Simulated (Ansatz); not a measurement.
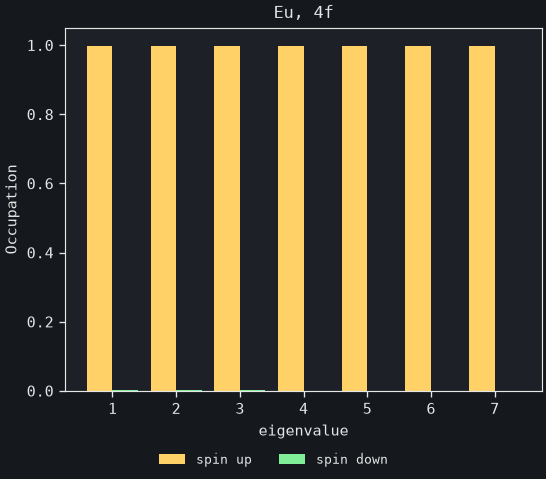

Eigenvalues of the local occupation matrix of the f shell (Löwdin-orthogonalised atomic projectors).

This input was run:

```
crystal:
  lattice:
    - [4.2330618779, 0.0, 0.0]
    - [-2.1165309389, 3.665939122, 0.0]
    - [0.0, 0.0, 25.3688416504]
  atoms:
    - { symbol: Eu, position: [0.3333333333, 0.6666666667, 0.295638252], spin: 7.56 }
    - { symbol: S, position: [0.6666666667, 0.3333333333, 0.3637588346] }
    - { symbol: Eu, position: [0.0, 0.0, 0.4318794173], spin: 7.56 }
    - { symbol: S, position: [0.3333333333, 0.6666666667, 0.5] }
    - { symbol: Eu, position: [0.6666666667, 0.3333333333, 0.5681205827], spin: 7.56 }
    - { symbol: S, position: [0.0, 0.0, 0.6362411654] }
    - { symbol: Eu, position: [0.3333333333, 0.6666666667, 0.704361748], spin: 7.56 }
basis:
  ecutwfc: 420
kpoints:
  mp_grid: { grid: [9, 9, 1] }
hamiltonian:
  xc: pbe
  hubbard: { sites: [{ species: Eu, l: f, u_eff: 6.0 }] }
scf:
  occupations: { method: gaussian, width: 0.05 }
  lower_state_search: "off"
output:
  forces: true
  eigenvalues: true
  hubbard: { sites: [{ species: Eu, l: f }] }
  populations: true
  write_density: true
  write_potential: true
  elf: true
  volumetric_format: npy
magnetization:
  spin_polarized: true
efield:
  axis: 3
  dipole_correction: true
  ramp_width: 0.04
```

Launched with:
```bash
ansatz run input.yaml --threads 4 --pin off --max-ram 10240MiB --backend cpu --events-out ev --progress --plain --runs-dir out
```

Question: What configuration do these occupations show?

Answer: Counting eigenvalues over 0.6 as filled, Eu has 7 filled f states (f⁷), 7 up and 0 down; the eigenvalues sum to 7.0.

The run may have settled in a state above the lowest, so this need not be the ground state. Spin-orbit coupling is left out, which matters for Eu. Open shells can settle in several states, and this one need not be the lowest.
